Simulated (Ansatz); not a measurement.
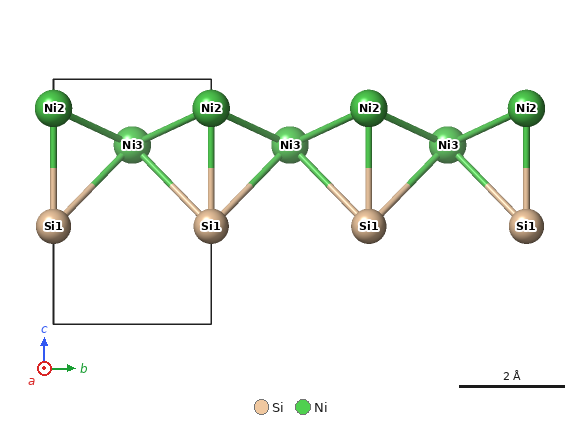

Starting structure of crystalline SiNi₂ (a generated structure, set up in P4mm) (coarse preliminary run). Style: ball-and-stick. Shown: the cell of the calculation, repeated 1 × 3 × 1 with one cell outlined, along the a axis.

Method: DFT PBE, scalar-relativistic, plane waves, PAW (Ansatz 0.2.0).

Input
```yaml
crystal:
  lattice:
    - [3.0159787, 0.0, 0.0]
    - [0.0, 3.0159787, 0.0]
    - [0.0, 0.0, 4.68322274]
  atoms:
    - { symbol: Si, position: [0.0, 0.0, 0.39981386] }
    - { symbol: Ni, position: [0.0, 0.0, 0.88133476], spin: 2.0 }
    - { symbol: Ni, position: [0.5, 0.5, 0.73180537], spin: 2.0 }
basis:
  ecutwfc: 420
kpoints:
  mp_grid: { grid: [6, 6, 4] }
hamiltonian:
  xc: pbe
scf:
  occupations: { method: gaussian, width: 0.1 }
  lower_state_search: "off"
output:
  forces: true
  stress: true
  eigenvalues: true
  populations: true
magnetization:
  spin_polarized: true
relax:
  adjacent_minimum: "off"
  f_tol: 0.04
  max_steps: 70
  cell: { stress_tol: 0.4 }
```

Command:
```bash
ansatz run input.yaml --threads 1 --pin off --max-ram 2560MiB --backend cpu --events-out ev --progress --plain --runs-dir out
```

**What does the optimiser find from here?**

The atom that moves furthest relative to the cell is Ni2 (0.54 Å along +c). Largest moves by element: Ni 0.54 Å, Si 0.11 Å. The drawn cell changes as follows: a = b 3.016 → 2.565 Å (−15.0 %), c 4.683 → 5.497 Å (+17.4 %); the volume changes by −15.1 %. Among the contacts that change: Si1–Ni2 2.255 → 3.294 Å, Si1–Si1 3.016 → 2.565 Å, Ni2–Ni3 2.245 → 2.546 Å, Si1–Ni3 2.639 → 2.358 Å. Bonds break, among them: Si1–Ni2 (2.26 → 3.29 Å). Among the angles between lasting bonds that change: Ni3–Ni2–Ni3 143.6° → 90.9°, Si1–Ni2–Ni3 108.2° → 134.6°, Ni3–Ni2–Ni3 84.4° → 60.5°. The space group stays P4mm (No. 99). The energy falls by 540 meV per atom in 10 accepted moves (12 points after the start). Largest force component: 2.5 eV/Å at the start, 0.012 eV/Å at the end. Pressure: 2.43 GPa at the start and 0.18 GPa at the end. At 2 points the geometry stayed and the basis and grid were re-selected for the new cell (energy shift of 5.1 meV per atom at most each time). The program noted that the starting moments weren't kept. Cost: 51 s on 1 thread of AMD EPYC 9R45 96-Core Processor (Zen 5), on a shared host, peak memory 0.41 GiB.

Final geometry:

```
CELL_PARAMETERS angstrom
2.56501 0.00000 0.00000
0.00000 2.56501 0.00000
0.00000 0.00000 5.49739
ATOMIC_POSITIONS crystal
Si 0.00000 0.00000 0.37982
Ni 0.00000 0.00000 0.97908
Ni 0.50000 0.50000 0.65405
```

The end point in the same view:

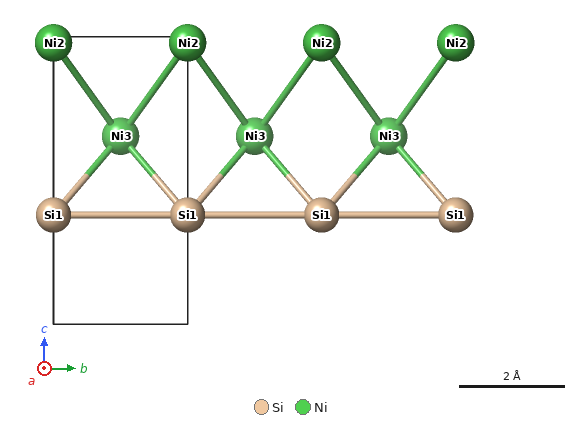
